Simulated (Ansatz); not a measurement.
The coordinates of a crystal:

```xyz
16
Lattice="6.1210 0.0000 0.0000 0.0000 6.1210 0.0000 0.0000 0.0000 6.1210" Properties=species:S:1:pos:R:3 pbc="T T T"
Mn    1.5302    1.5302    4.5907
Mn    1.5302    4.5907    4.5907
Mn    3.0605    0.0000    0.0000
Sn    0.0000    0.0000    0.0000
Mn    1.5302    4.5907    1.5302
Mn    1.5302    1.5302    1.5302
Mn    3.0605    3.0605    3.0605
Sn    0.0000    3.0605    3.0605
Mn    4.5907    1.5302    1.5302
Mn    4.5907    4.5907    1.5302
Mn    0.0000    0.0000    3.0605
Sn    3.0605    0.0000    3.0605
Mn    4.5907    4.5907    4.5907
Mn    4.5907    1.5302    4.5907
Mn    0.0000    3.0605    0.0000
Sn    3.0605    3.0605    0.0000
```

Q: Interpret the file: composition, symmetry and coordination.

A: Chemical formula Mn$_{3}$Sn. The structure has Fm-3m (No. 225) symmetry and a face-centred cubic lattice. This arrangement goes by the name D0₃ (BiF₃ or Fe₃Al type). One cell contains 12 Mn, 4 Sn, 16 atoms in all. Each Sn is bonded to eight Mn in a cubic arrangement at 2.65 Å. Mn takes two kinds of site: 8c with four Mn and four Sn in a cubic arrangement (2.65 Å to Mn, 2.65 Å to Sn); 4b with eight Mn in a cubic arrangement at 2.65 Å. The bonds build a three-dimensional framework.

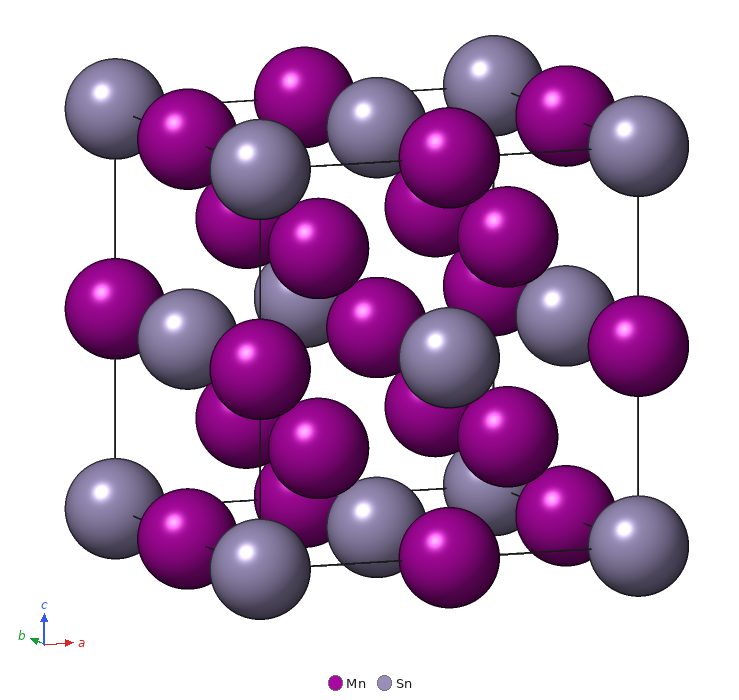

The image is a spheres-only drawing of a crystal, viewed slightly off an axis. The outline marks the conventional unit cell.

The structure comes from a structure listed in the Materials Project. Earlier steps of the study may have refined or changed the cell and positions. Ansatz was used for an electronic-structure calculation on it.
